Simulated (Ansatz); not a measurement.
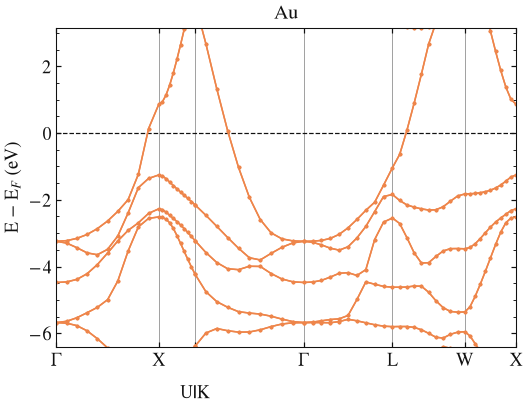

Band structure. Energies are counted from the Fermi level.

Question: Which Bravais lattice do the labels of the path belong to?

Answer: A face-centred cubic lattice: the path Γ–X–U|K–Γ–L–W–X runs through the special points of its Brillouin zone.

Calculation on Au, space group Fm-3m (No. 225), 1 atom in the cell, fcc type; a = 2.88 Å, b = 2.88 Å, c = 2.88 Å, α = 60.00°, β = 60.00°, γ = 60.00°.

Level of theory: DFT r2SCAN, spin-orbit coupling, plane waves, PAW, 10×10×10 k mesh, 500 eV cutoff, Gaussian smearing of 0.05 eV; code Ansatz 0.2.0.

Question: Does this material conduct, going by its bands?

Answer: A metal: 2 spinor bands cross the Fermi level along this path (the two partners of a degenerate pair count as two).

Question: On which lines of the path do bands cross the Fermi level?

Answer: Bands cross the Fermi level on Γ–X, K–Γ and L–W, and not on X–U, Γ–L and W–X.
